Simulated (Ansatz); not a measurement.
# Calculations on ScAl3 and related structures

Part 1: Relaxation

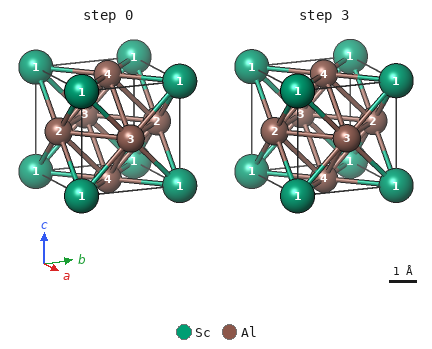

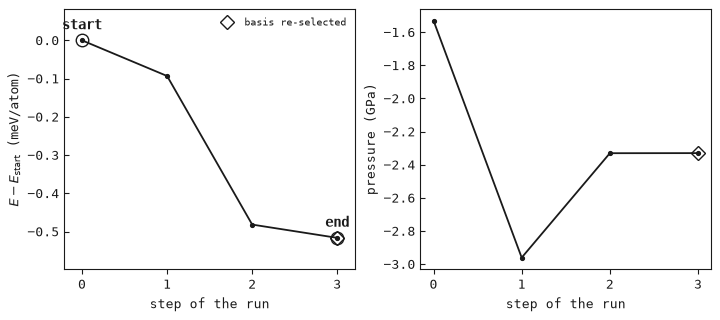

First and last geometry of a relaxation of solid ScAl3 (set up in P4/mmm), with the history of the run. Style: ball-and-stick. Shown: the cell of the calculation, slightly off an axis.

Case: uniaxial strain along a of +4.0 %; b, c and atoms relaxed.

Method: DFT r2SCAN, scalar-relativistic, plane waves, PAW (Ansatz).

Input
```yaml
crystal:
  lattice:
    - [4.2489580335, 0.0, 0.0]
    - [0.0, 4.0446812049, 0.0]
    - [0.0, 0.0, 4.0446812049]
  atoms:
    - { symbol: Sc, position: [0.0, 0.0, 0.0] }
    - { symbol: Al, position: [0.5, 0.0, 0.5] }
    - { symbol: Al, position: [0.0, 0.5, 0.5] }
    - { symbol: Al, position: [0.5, 0.5, 0.0] }
basis:
  ecutwfc: 500
kpoints:
  mp_grid: { grid: [14, 14, 14] }
hamiltonian:
  xc: r2scan
scf:
  occupations: { method: gaussian, width: 0.1 }
output:
  forces: true
  stress: true
  eigenvalues: true
  write_density: true
  write_potential: true
  elf: true
  volumetric_format: npy
relax:
  adjacent_minimum: "off"
  f_tol: 0.008
  max_steps: 40
  cell: { stress_tol: 0.015, fix: [a, angles] }
```

Launched with:
```bash
ansatz run input.yaml --threads 1 --pin off --max-ram 2560MiB --backend cpu --events-out ev --progress --plain --runs-dir out
```

> Read the history and describe the run.

It converged. Over 2 accepted moves (3 points after the start) the energy falls by 0.5 meV per atom. All forces vanish by symmetry, so only the cell relaxes. The pressure goes from −1.53 to −2.33 GPa. At 1 point the geometry stayed and the basis and grid were re-selected for the new cell (energy shift of less than 0.05 meV per atom at most each time). The atoms keep their places relative to the cell (all moves are under 0.005 Å). The volume changes by +0.9 %, with a unchanged at 4.249 Å, b = c 4.045 → 4.063 Å (+0.5 %). Among the contacts that change: Sc1–Al3 2.860 → 2.873 Å, Al2–Al4 2.860 → 2.873 Å, Sc1–Al2 2.933 → 2.939 Å, Al2–Al3 2.933 → 2.939 Å. The space group stays P4/mmm (No. 123).

Part 2: Relaxation

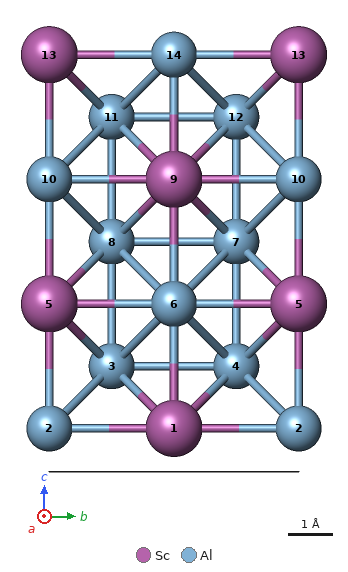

This is the input geometry for a relaxation of a slab of composition Sc₂Al₅ (cut from the Pm-3m phase). The picture is a ball-and-stick view of the cell of the calculation, outlined in the plane, without the vacuum, seen along the a axis.

Case: (1 1 0) slab, atoms relaxed. The slab is the (1 1 0) face of ScAl3.

Theory: Ansatz, DFT r2SCAN, scalar-relativistic, plane waves, PAW.

Input file:
```yaml
crystal:
  lattice:
    - [4.0855365684, 0.0, 0.0]
    - [0.0, 5.7778212246, 0.0]
    - [0.0, 0.0, 23.6667318369]
  atoms:
    - { symbol: Sc, position: [0.0, 0.5, 0.3169005358] }
    - { symbol: Al, position: [0.0, 0.0, 0.3169005358] }
    - { symbol: Al, position: [0.5, 0.25, 0.3779336905] }
    - { symbol: Al, position: [0.5, 0.75, 0.3779336905] }
    - { symbol: Sc, position: [0.0, 0.0, 0.4389668453] }
    - { symbol: Al, position: [0.0, 0.5, 0.4389668453] }
    - { symbol: Al, position: [0.5, 0.75, 0.5] }
    - { symbol: Al, position: [0.5, 0.25, 0.5] }
    - { symbol: Sc, position: [0.0, 0.5, 0.5610331547] }
    - { symbol: Al, position: [0.0, 0.0, 0.5610331547] }
    - { symbol: Al, position: [0.5, 0.25, 0.6220663095] }
    - { symbol: Al, position: [0.5, 0.75, 0.6220663095] }
    - { symbol: Sc, position: [0.0, 0.0, 0.6830994642] }
    - { symbol: Al, position: [0.0, 0.5, 0.6830994642] }
basis:
  ecutwfc: 500
kpoints:
  mp_grid: { grid: [9, 6, 1] }
hamiltonian:
  xc: r2scan
scf:
  occupations: { method: gaussian, width: 0.1 }
output:
  forces: true
  eigenvalues: true
relax:
  adjacent_minimum: "off"
  f_tol: 0.02
  max_steps: 60
efield:
  axis: 3
  dipole_correction: true
  ramp_width: 0.04
```

Launched with:
```bash
ansatz run input.yaml --threads 1 --pin off --max-ram 2560MiB --backend cpu --events-out ev --progress --plain --runs-dir out
```

> What does the optimiser find from here?

The energy falls by 63.4 meV per cell of the calculation in 3 geometry steps. The largest force component goes from 0.42 to 0.0057 eV/Å. The largest moves relative to the layer's centre, 0.078 Å, are those of Al3, Al4, Al11 and Al12. Al11 goes at 8° to the normal (+c side). By element the largest moves are Al 0.078 Å, Sc 0.028 Å. The cell doesn't change. Near-neighbour distances that change, for instance: Al3–Al8 2.889 → 2.966 Å, Al2–Sc5 2.889 → 2.935 Å, Al10–Al11 2.889 → 2.925 Å, Al11–Al14 2.889 → 2.855 Å. The run took 7.9 min on 1 thread of Intel(R) Xeon(R) Processor @ 2.70GHz, on a shared host, peak memory 1.7 GiB.

The end point in the same view:

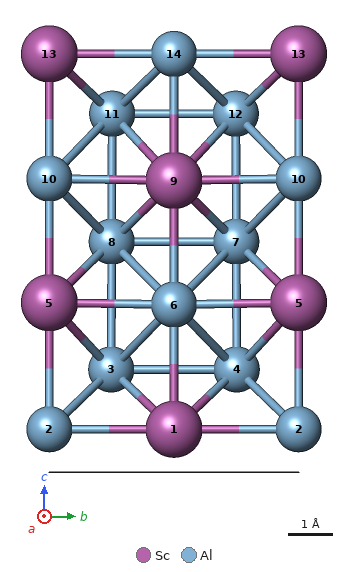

Part 3: A change

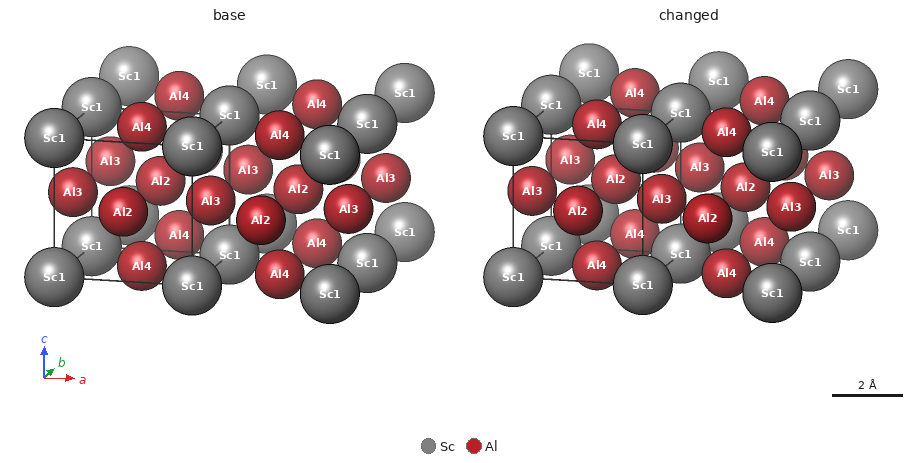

Left: crystalline ScAl3 (set up in Pm-3m). Right: the same structure after one change, at the same scale. The picture is a spheres-only view of the cell of the calculation, repeated 2 × 2 × 1 with one cell outlined, seen slightly off an axis.

Computed with DFT r2SCAN, scalar-relativistic, plane waves, PAW (Ansatz 0.2.0). Set-up: plane-wave cutoff 500 eV; k-point mesh 14 × 14 × 14; occupations gaussian; smearing width 0.1 eV; no spin polarisation.

### What was changed?

Uniaxial strain along a, −6.0 %, is applied. The b and c axes and the atoms are relaxed.

### How do the computed properties respond?

Energy change: +37.3 meV per atom. The pressure goes from 0.0 to 3.8 GPa. The principal stresses (compression positive) are 11.4 GPa along a and none across it. The drawn cell changes as follows: a 4.086 → 3.840 Å (−6.0 %), b = c 4.086 → 4.142 Å (+1.4 %); the volume changes by −3.4 %. The atoms keep their places relative to the cell (all moves are under 0.005 Å). Some distances before and after: Al–Sc 2.889 → 2.824 to 2.929 Å, Al–Al 2.889 → 2.824 to 2.929 Å. The space group (tolerance 0.01 Å) goes from Pm-3m (No. 221) to P4/mmm (No. 123).

Part 4: A change

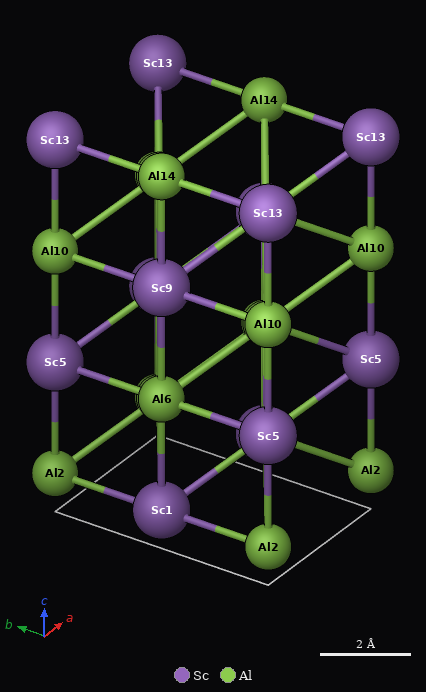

The starting point is a (1 1 0) slab of ScAl3 as cut from the relaxed bulk. A ball-and-stick model of the cell of the calculation, outlined in the plane, without the vacuum, seen from a free direction.

Level of theory: DFT r2SCAN, scalar-relativistic, plane waves, PAW (Ansatz). (plane-wave cutoff 500 eV; occupations gaussian; smearing width 0.1 eV; no spin polarisation) The k-mesh is chosen for each cell (9×6×12, 9×6×1).

Change: The atoms of the slab are relaxed at the bulk's in-plane cell.

Input file:

The input is the one shown above.

Q: What is the effect?

A: The slab isn't stoichiometric; relaxing it gains 0.022 J/m². The top spacing, between the ScAl and Al2 planes, goes from 1.44 to 1.39 Å (−4.0 %), the bottom one (ScAl to Al2) from 1.44 to 1.39 Å (−4.0 %). The work function of the top face goes from 3.63 to 3.61 eV. The lattice vectors keep their values. The largest moves relative to the layer's centre, 0.078 Å, are those of Al3, Al4, Al11 and Al12. Al12 goes at 8° to the normal (+c side). By element the largest moves are Al 0.078 Å, Sc 0.028 Å. Among the bonded contacts that change: Al–Al 2.889 → 2.855 to 2.966 Å, Al–Sc 2.889 → 2.866 to 2.938 Å.

Part 5: Series

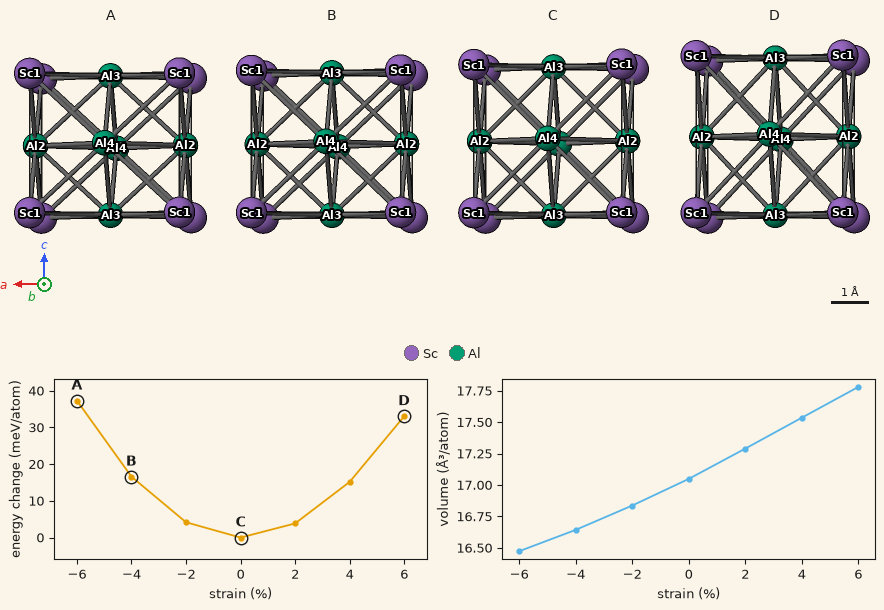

Members of a series of calculations on crystalline ScAl3 (set up in Pm-3m), marked on the first curve. Style: ball-and-stick. Shown: the cell of the calculation, reduced to other axes, from a free direction. Lengths and directions refer to the drawn axes.

These are results of DFT r2SCAN, scalar-relativistic, plane waves, PAW in Ansatz, not measurements. (plane-wave cutoff 500 eV; k-point mesh 14 × 14 × 14; occupations gaussian; smearing width 0.1 eV; no spin polarisation)

**Which kind of strain is it, and how does the structure respond?**

Uniaxial strain along a; b, c and atoms relaxed. A (strain −6.0 %): energy change 37.3 meV/atom, volume 16.47 Å³ per atom. B (strain −4.0 %): energy change 16.6 meV/atom, volume 16.64 Å³ per atom. C (strain 0.0 %): energy change 0.0 meV/atom, volume 17.05 Å³ per atom. D (strain 6.0 %): energy change 33.1 meV/atom, volume 17.78 Å³ per atom. The rest compares A with D. The drawn cell changes as follows: a = b 4.142 → 4.052 Å (−2.2 %), c 3.840 → 4.331 Å (+12.8 %); the volume changes by +7.9 %. Among the bonded contacts that change: Al–Sc 2.824 → 2.966 Å, Al–Al 2.824 → 2.966 Å, Al–Al 2.929 → 2.866 Å.
